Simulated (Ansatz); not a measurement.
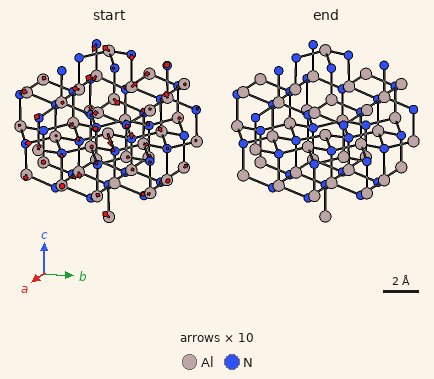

The structure of a defect cell of composition Al$_{48}$N$_{47}$ (cell charge +1) before (left) and after (right) a relaxation, at one scale. The red arrows give the displacements, 10 times their true length.

The picture is a ball-and-stick view of the atoms within 5.8 Å of the atom that moves most (axes of the cell of the calculation), seen slightly off an axis.

Computed with DFT, PBEsol, PAW, plane waves in Ansatz. (plane-wave cutoff 420 eV; k-point mesh 1 × 1 × 1; mesh shifted by (0.25, 0.25, 0.25); no spin polarisation; atoms relaxed in a fixed cell; force threshold 0.03 eV/Å; at most 80 steps)

Question: Summarise the run.

Answer: The atom that moves furthest is an Al atom (0.084 Å along [1 1 −3]). Largest moves by element: Al 0.084 Å, N 0.058 Å. The cell stays as it was. Near-neighbour distances that change, for instance: Al–N 1.790 → 1.889 Å, Al–N 1.953 → 1.871 Å, Al–N 1.963 → 1.884 Å, Al–N 1.846 → 1.923 Å. Bond angles that change, for instance: N–Al–N 108.6° → 113.2°, Al–N–Al 108.1° → 112.3°, Al–N–Al 109.7° → 105.6°. Over 3 geometry steps the energy falls by 1.347 eV per cell of the calculation. Largest force component: 1.6 eV/Å at the start, 0.011 eV/Å at the end. Cost: 54 s on 8 threads of Arm Neoverse-V1, peak memory 1.8 GiB.

Limits of the set-up: the cell is charged, on a uniform background, and energies carry no finite-size correction.
